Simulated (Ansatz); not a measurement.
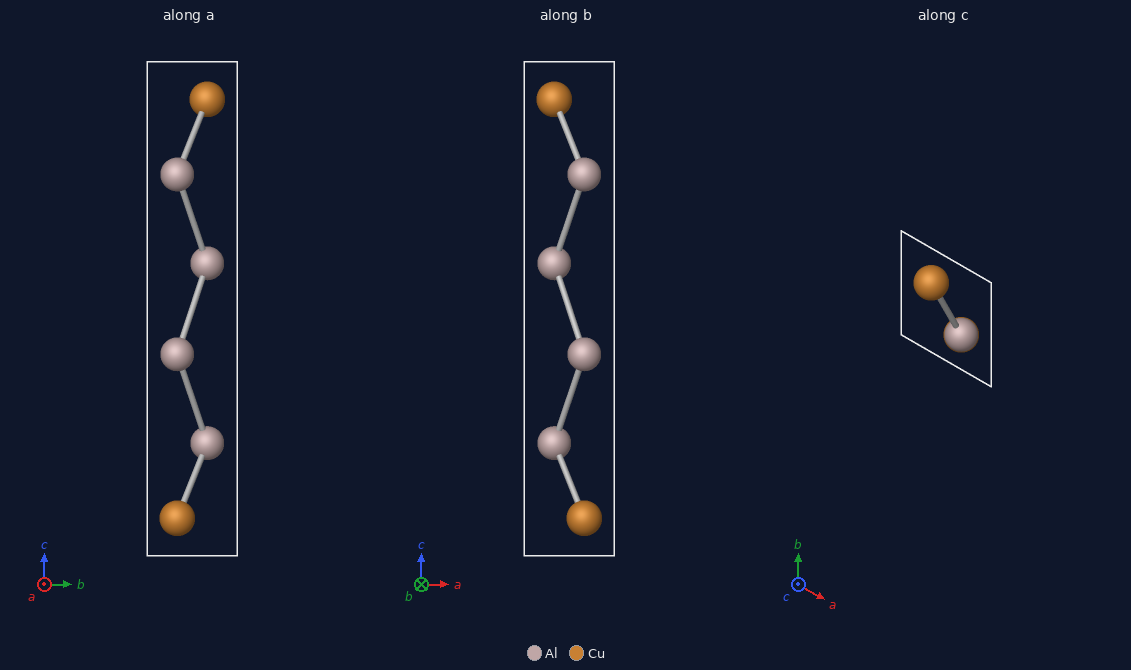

Ball-and-stick representation of a periodic structure, projected along the a axis, along the b axis and along the c axis. The edges of the conventional unit cell are marked.

Lattice parameters: a = 2.787 Å, b = 2.787 Å, c = 13.240 Å, α = 90.00°, β = 90.00°, γ = 120.00°.

Transcribe the picture into a table of Wyckoff sites, with free fractional coordinates to two decimals.

Space group P-3m1 (No. 164).
| atom | site | x | y | z |
| --- | --- | --- | --- | --- |
| Al | 2d | 0.3333 | 0.6667 | 0.23 |
| Al | 2d | 0.3333 | 0.6667 | 0.59 |
| Cu | 2d | 0.3333 | 0.6667 | 0.92 |

The initial geometry was a structure type filled with these elements by a generator (whether the compound takes this form wasn't checked). The geometry was optimised with DFT PBE, scalar-relativistic, plane waves, PAW (Ansatz 0.2.0).
